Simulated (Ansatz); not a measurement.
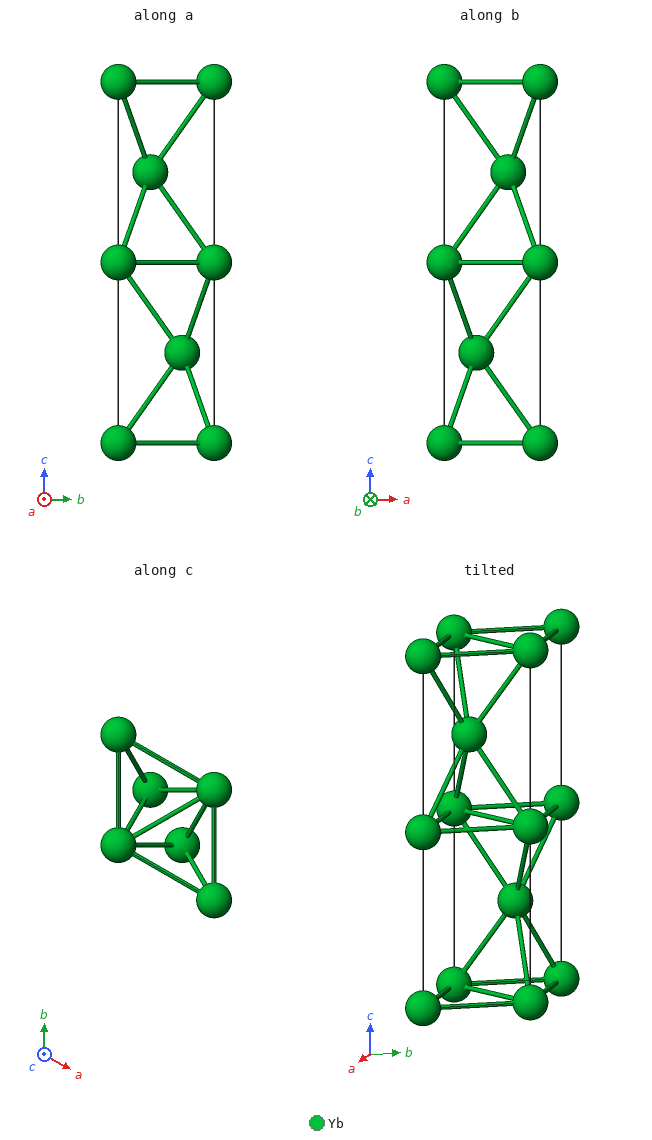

A ball-and-stick rendering, viewed along the a axis, along the b axis, along the c axis and slightly off an axis. Atoms at the boundary of the conventional unit cell (the box) are drawn once for each face, edge or corner they touch.

Lattice parameters: a = 3.6953 Å, b = 3.6953 Å, c = 12.0789 Å, α = 90.000°, β = 90.000°, γ = 120.000°.

### Express the structure as a CIF with its space group and independent sites.

```cif
data_structure
_symmetry_space_group_name_H-M 'P 63/m m c'
_symmetry_Int_Tables_number 194
_cell_length_a 3.6953
_cell_length_b 3.6953
_cell_length_c 12.0789
_cell_angle_alpha 90.000
_cell_angle_beta 90.000
_cell_angle_gamma 120.000
_cell_volume 142.84
loop_
_atom_site_label
_atom_site_type_symbol
_atom_site_symmetry_multiplicity
_atom_site_Wyckoff_symbol
_atom_site_fract_x
_atom_site_fract_y
_atom_site_fract_z
_atom_site_occupancy
Yb1 Yb 2 a 0.0000 0.0000 0.0000 1
Yb2 Yb 2 c 0.3333 0.6667 0.2500 1
```

Source of the structure: a structure type filled with this element by a generator (whether the element takes this form wasn't checked). Earlier steps of the study may have refined or changed the cell and positions. It went into a calculation with Ansatz.
